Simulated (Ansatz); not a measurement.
Consider HfO2.

```
CELL_PARAMETERS angstrom
5.06769 0.00030 0.00030
0.00030 5.06769 0.00030
0.00030 0.00030 5.06769
ATOMIC_POSITIONS crystal
Hf 0.50000 0.50000 0.50000
Hf 0.50008 0.00006 0.00006
Hf 0.00006 0.50008 0.00006
Hf 0.00006 0.00006 0.50008
O 0.77718 0.77718 0.77718
O 0.72972 0.72970 0.27054
O 0.72970 0.27054 0.72972
O 0.77705 0.22305 0.22307
O 0.27054 0.72972 0.72970
O 0.22307 0.77705 0.22305
O 0.22305 0.22307 0.77705
O 0.27042 0.27042 0.27042
```

Space group P-43m; a generated structure, not necessarily the stable one.

Method: DFT PBEsol, scalar-relativistic, plane waves, PAW in Ansatz.

What can the converged valence pseudo-density and electron localisation function tell about the bonding?

Answer. Hf–O (2.02 Å): ρ at the midpoint is about 0.95 e/Å³; the ELF peaks at about 0.85 in the valence shell of O, 0.6 Å from its nucleus, and drops to about 0.20 between the two atoms: no shared electron pair shows on this line.
Hf–O (2.13 Å): ρ is about 0.69 e/Å³ halfway; the ELF peaks at about 0.85 in the valence shell of O, 0.6 Å from its nucleus, and drops to about 0.20 between the two atoms; no shared electron pair shows on this line.
Hf–O (2.26 Å): ρ at the midpoint is about 0.48 e/Å³; the ELF peaks at about 0.85 in the valence shell of O, 0.6 Å from its nucleus, and drops to about 0.15 between the two atoms (no shared electron pair shows on this line).

Does the calculation give a band gap?

Answer. It is gapped, with a Kohn–Sham gap of 4.3 eV on the k-point mesh, an upper bound to the gap of this method.

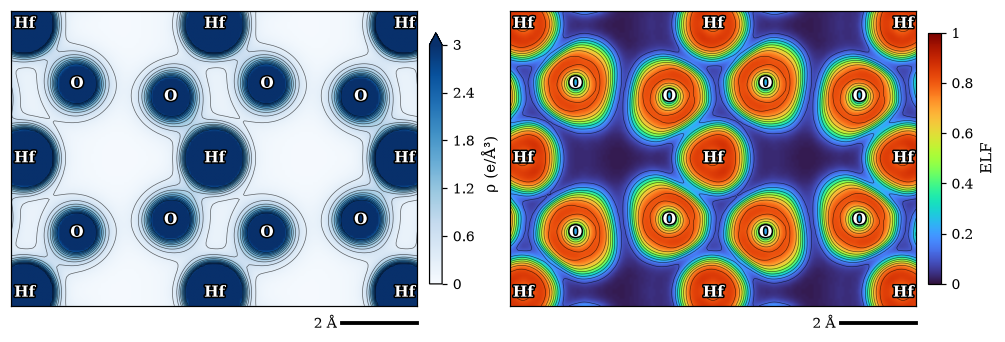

Computed valence pseudo-density and electron localisation function on the (011̄) plane of the conventional cell, in this order. 

The density is the valence pseudo-density of a PAW calculation; it isn't the true density close to the nuclei.
